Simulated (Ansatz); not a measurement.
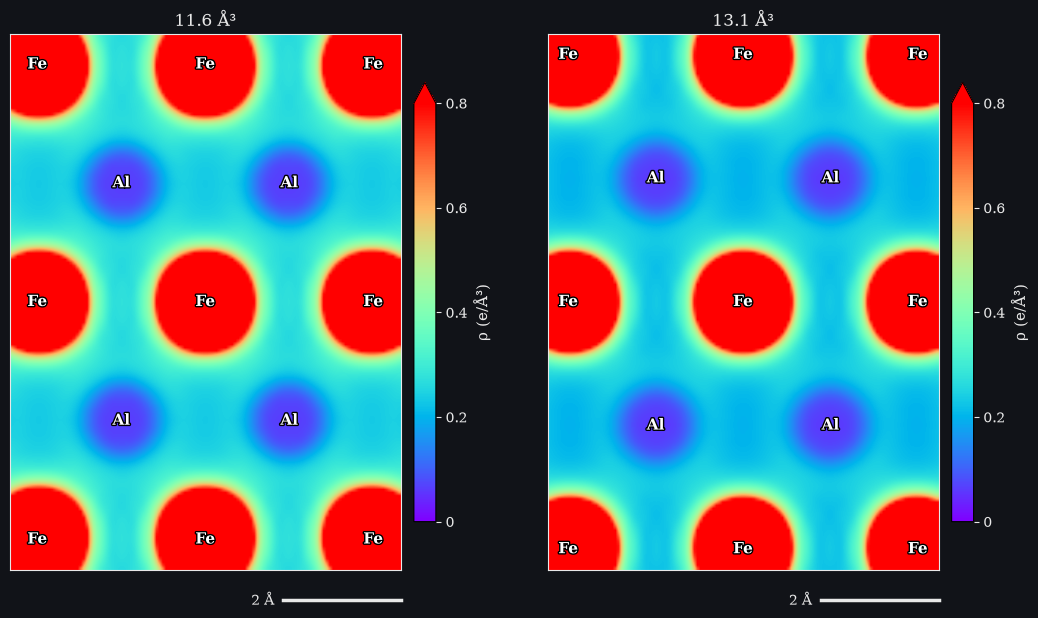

AlFe. The valence pseudo-density of cells scaled evenly to different volumes (given per atom above each panel), on the (11̄0) plane of each (indices in the axes of the cell below), at one length scale and on one colour scale.

Spin-polarised.

Method: Kohn-Sham DFT of a periodic cell, LDA, Ansatz PAW (Ansatz 0.2.0).

Core electrons are frozen (PAW), and the valence fields are smoothed inside the atomic spheres.

The largest cell:

```xyz
2
Lattice="2.9671 0.0000 0.0000 0.0000 2.9671 0.0000 0.0000 0.0000 2.9671" Properties=species:S:1:pos:R:3 pbc="T T T"
Fe    1.4835    1.4835    1.4835
Al    0.0000    0.0000    0.0000
```

| volume (Å³/atom) | Al–Fe contact in the plane (Å) | ρ at its midpoint (e/Å³) | pressure (GPa) | largest moment (μB) | 
| --- | --- | --- | --- | --- |
| 11.58 | 2.469 | 0.322 | −7.3 | 0.56 | 
| 12.07 | 2.503 | ? | ? | ? | 
| 13.06 | 2.570 | 0.276 | −23.0 | 0.72 | 

> Estimate the missing row, and compare with the calculation.

Over the known rows ln ρ falls by 1.53 per Å of Al–Fe distance (the line through the two), which gives 0.306 e/Å³ at 2.503 Å; the calculation gives 0.305 e/Å³. For the pressure, a straight line in volume between the neighbouring rows gives −12.5 GPa; the calculation gives −13.8, lower because pressure rises ever faster on compression. For the largest moment, a straight line in volume between the neighbouring rows gives 0.61 μB; the calculation gives 0.63.
